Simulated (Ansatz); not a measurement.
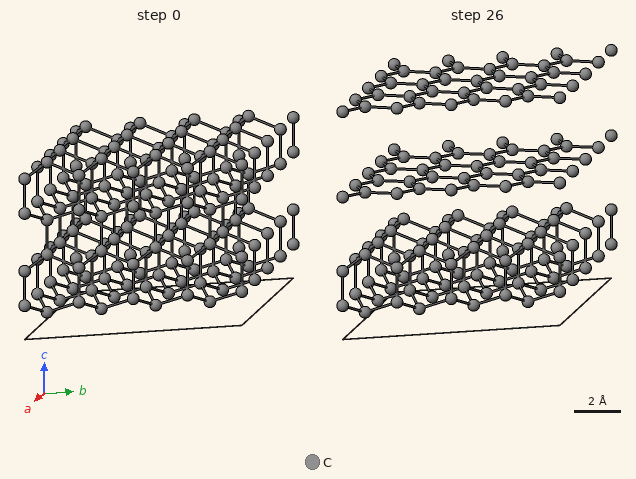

The structure of a slab of composition C (cut from the P6_3/mmc phase) before (left) and after (right) a constrained relaxation, at one scale.

Style: ball-and-stick. Shown: the 2 × 2 repeat of the cell, outlined in the plane, without the vacuum (origin shifted), slightly off an axis.

Case: lower part held, upper part relaxed from the bulk's places. The slab is the (0 0 1) face of C. 16 atoms are held fixed.

Level of theory: Ansatz 0.2.0, DFT PBEsol, scalar-relativistic, plane waves, PAW.

Input
```yaml
crystal:
  lattice:
    - [4.9976299355, 0.0, 0.0]
    - [-2.4988149677, 4.3280744828, 0.0]
    - [0.0, 0.0, 21.7638682922]
  atoms:
    - { symbol: C, position: [0.1666666667, 0.3333333333, 0.3446078564] }
    - { symbol: C, position: [0.1666666667, 0.8333333333, 0.3446078564] }
    - { symbol: C, position: [0.6666666667, 0.3333333333, 0.3446078564] }
    - { symbol: C, position: [0.6666666667, 0.8333333333, 0.3446078564] }
    - { symbol: C, position: [0.3333333333, 0.1666666667, 0.3686208106] }
    - { symbol: C, position: [0.3333333333, 0.6666666667, 0.3686208106] }
    - { symbol: C, position: [0.8333333333, 0.1666666667, 0.3686208106] }
    - { symbol: C, position: [0.8333333333, 0.6666666667, 0.3686208106] }
    - { symbol: C, position: [0.3333333333, 0.1666666667, 0.4401983008] }
    - { symbol: C, position: [0.3333333333, 0.6666666667, 0.4401983008] }
    - { symbol: C, position: [0.8333333333, 0.1666666667, 0.4401983008] }
    - { symbol: C, position: [0.8333333333, 0.6666666667, 0.4401983008] }
    - { symbol: C, position: [0.1666666667, 0.3333333333, 0.4642112549] }
    - { symbol: C, position: [0.1666666667, 0.8333333333, 0.4642112549] }
    - { symbol: C, position: [0.6666666667, 0.3333333333, 0.4642112549] }
    - { symbol: C, position: [0.6666666667, 0.8333333333, 0.4642112549] }
    - { symbol: C, position: [0.1666666667, 0.3333333333, 0.5357887451] }
    - { symbol: C, position: [0.1666666667, 0.8333333333, 0.5357887451] }
    - { symbol: C, position: [0.6666666667, 0.3333333333, 0.5357887451] }
    - { symbol: C, position: [0.6666666667, 0.8333333333, 0.5357887451] }
    - { symbol: C, position: [0.3333333333, 0.1666666667, 0.5598016992] }
    - { symbol: C, position: [0.3333333333, 0.6666666667, 0.5598016992] }
    - { symbol: C, position: [0.8333333333, 0.1666666667, 0.5598016992] }
    - { symbol: C, position: [0.8333333333, 0.6666666667, 0.5598016992] }
    - { symbol: C, position: [0.3333333333, 0.1666666667, 0.6313791894] }
    - { symbol: C, position: [0.3333333333, 0.6666666667, 0.6313791894] }
    - { symbol: C, position: [0.8333333333, 0.1666666667, 0.6313791894] }
    - { symbol: C, position: [0.8333333333, 0.6666666667, 0.6313791894] }
    - { symbol: C, position: [0.1666666667, 0.3333333333, 0.6553921436] }
    - { symbol: C, position: [0.1666666667, 0.8333333333, 0.6553921436] }
    - { symbol: C, position: [0.6666666667, 0.3333333333, 0.6553921436] }
    - { symbol: C, position: [0.6666666667, 0.8333333333, 0.6553921436] }
basis:
  ecutwfc: 420
kpoints:
  mp_grid: { grid: [6, 6, 1] }
hamiltonian:
  xc: pbesol
scf:
  occupations: { method: gaussian, width: 0.05 }
output:
  forces: true
  eigenvalues: true
  write_density: true
  write_potential: true
  elf: true
  volumetric_format: npy
relax:
  adjacent_minimum: "off"
  f_tol: 0.02
  max_steps: 90
  constraints: [{ sites: [0, 1, 2, 3, 4, 5, 6, 7, 8, 9, 10, 11, 12, 13, 14, 15] }]
efield:
  axis: 3
  dipole_correction: true
  ramp_width: 0.04
```

Run as
```bash
ansatz run input.yaml --threads 4 --pin off --max-ram 10240MiB --backend cpu --events-out ev --progress --plain --runs-dir out
```

What changed between the two?

The largest moves, 3.03 Å, are those of C25, C26, C27 and C28. C25 goes along the normal (+c). The lattice vectors keep their values. Some distances before and after: C21–C25 1.558 → 3.846 Å, C13–C17 1.558 → 2.803 Å, C17–C21 1.534 → 1.443 Å. Bonds break, among them: C13–C17 (1.56 → 2.80 Å), C14–C18 (1.56 → 2.80 Å), C15–C19 (1.56 → 2.80 Å), C16–C20 (1.56 → 2.80 Å). Bond angles that change, for instance: C30–C28–C31 109.0° → 120.0°. Over 25 accepted moves (26 points after the start) the energy falls by 4.526 eV per cell of the calculation. The largest force component goes from 4.5 to 0.012 eV/Å. 1 step only repeated the SCF at the same geometry. The run may lie on a higher electronic state than the lowest, so the end point isn't shown to be the ground-state structure.
